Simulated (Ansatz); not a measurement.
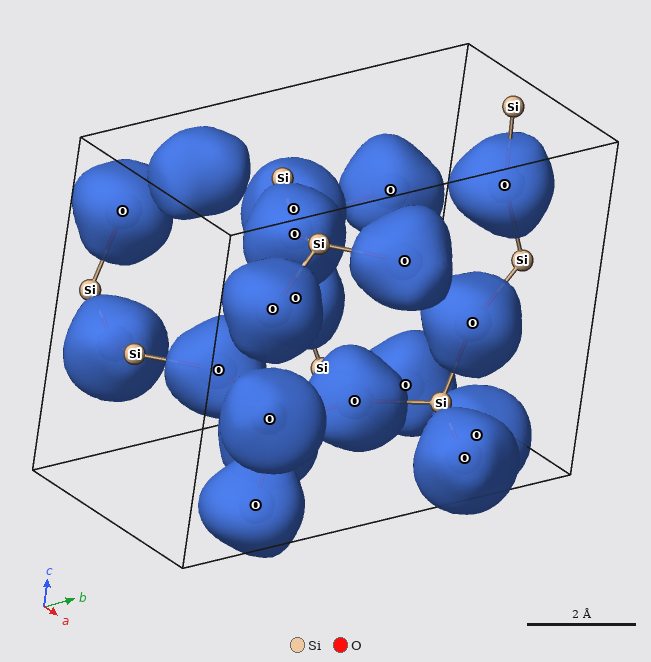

Si$_{9}$O$_{17}$ (cell charge +1, with a compensating background) (cell with a defect). Isosurface of the ELF at 0.65 (blue), seen slightly off an axis. Only the valence region is drawn (cores and ρ < 0.01 e/Å³ removed). Sticks mark near contacts.

Spin-polarised.

Level of theory: DFT PBE, scalar-relativistic, plane waves, PAW (Ansatz 0.2.0).

In a PAW calculation such maps are meaningful between the atoms, not at the nuclei.

```xyz
26
Lattice="5.0184 0.0000 -5.5095 -2.5092 -4.3461 -5.5095 -2.5092 4.3461 -5.5095" Properties=species:S:1:pos:R:3 pbc="T T T"
Si   -1.1743    2.1256   -3.6703
Si    1.3111   -2.3027   -9.3163
Si   -1.2114    2.1789   -9.1496
Si    1.2820    2.1345   -5.5580
Si   -1.1907   -2.0912   -5.5481
Si    1.3208    2.2967  -10.9529
Si   -2.5654    0.0195  -12.9334
Si   -2.6698    0.0634   -7.2287
Si    2.3853   -0.0578   -7.3966
O    -3.4972   -0.9652   -8.1567
O     1.4760   -1.1610   -8.1794
O    -1.7678   -0.8965  -11.9000
O    -1.6492   -0.7081   -6.2317
O     3.3667   -0.7662   -6.3055
O     0.2873    2.0064   -9.6864
O     0.2617    1.7755   -4.3529
O     2.7533   -2.6363   -9.9829
O     1.3511    0.9121   -6.6088
O    -0.9988   -3.2483   -6.7014
O     1.2977    0.9674  -11.8935
O     2.7937    2.5755  -10.3439
O     0.2323   -1.8427  -10.4442
O     0.2478   -1.7955   -4.7966
O     3.3220    0.7871   -8.4226
O     0.8080   -3.7210   -8.6298
O    -1.7085    1.0732   -8.1197
```

> Describe the localisation domains.

The surface consists of 17 regions on O in which the atom's valence shell and bonds are merged and one pocket between the atoms, centred on no nucleus (multi-centre or interstitial), counted in one cell of 26 atoms. Regions shared between cells count once.

Values along the shortest contacts:
Si–O (1.59 Å): the ELF peaks at about 0.85 between the atoms (a polar covalent bond). Si–O (1.63 Å): the ELF peaks at about 0.85 between the atoms: a shared but strongly polarised pair.

> Metal or insulator at this level of theory?

It is gapped, with a Kohn–Sham gap of 1.4 eV on the k-point mesh, an upper bound to the gap of this method.
